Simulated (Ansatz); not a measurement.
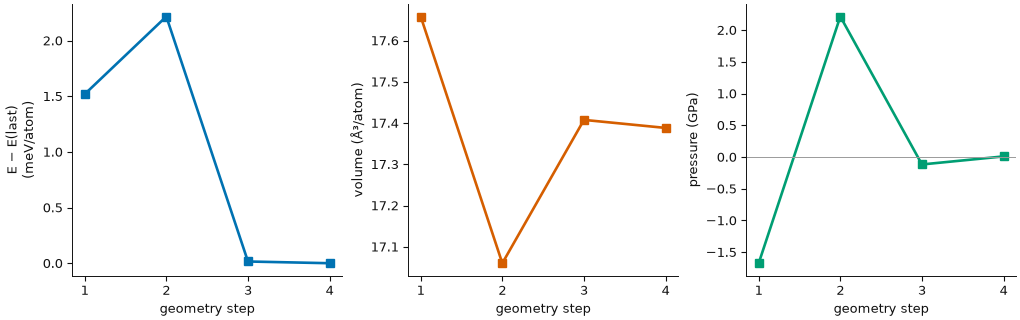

History of a geometry optimisation. Atoms and cell relax. A closing SCF on a freshly chosen basis isn't drawn.

Ti (P6_3/mmc, 2 atoms in the cell); Ansatz 0.2.0, DFT PBE, scalar-relativistic, plane waves, PAW; cutoff 420 eV, 18×18×10 k-mesh, Gaussian smearing of 0.1 eV.

**How did the optimisation end?**

The optimisation met its thresholds at geometry 4, counting the start as the first. The energy fell by about 1.5 meV/atom from the first step to the last. Step 2 went uphill and was rejected by the line search. All forces vanish by symmetry, so only the cell moves.

**What happens to the cell?**

The volume shrinks from 17.66 to 17.39 Å³ per atom (−1.5 %), overshooting to 17.06 at step 2, as the pressure goes from −1.7 GPa to about 0 GPa. The start was expanded.
